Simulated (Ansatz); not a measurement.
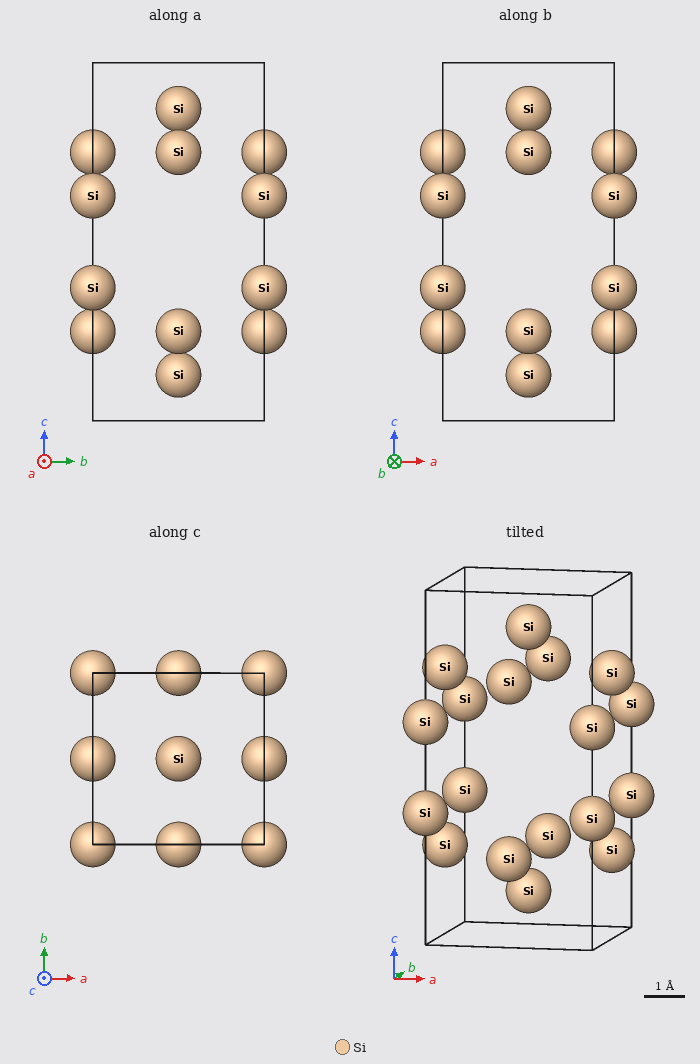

Spheres-only representation of a periodic structure, projected along the a axis, along the b axis, along the c axis and slightly off an axis. The wireframe shows the drawn cell (a repeat of the simulation cell).

Lattice parameters: a = 4.360 Å, b = 4.360 Å, c = 9.106 Å, α = 90.00°, β = 90.00°, γ = 90.02°. Put a along x and b in the xy plane.

Q: Write down what is shown as a POSCAR file, with free fractional coordinates to two decimals.

A:
```
Si
1.0
     4.360    0.000    0.000
    -0.002    4.360    0.000
     0.000    0.000    9.106
Si
8
Direct
  0.50 0.00 0.25
  0.50 0.50 0.13
  0.00 0.50 0.75
  0.00 0.00 0.63
  0.00 0.00 0.37
  0.00 0.50 0.25
  0.50 0.00 0.75
  0.50 0.50 0.87
```

Its origin is a structure type filled with this element by a generator (whether the element takes this form wasn't checked). Earlier steps of the study may have refined or changed the cell and positions. It went into a calculation with Ansatz.
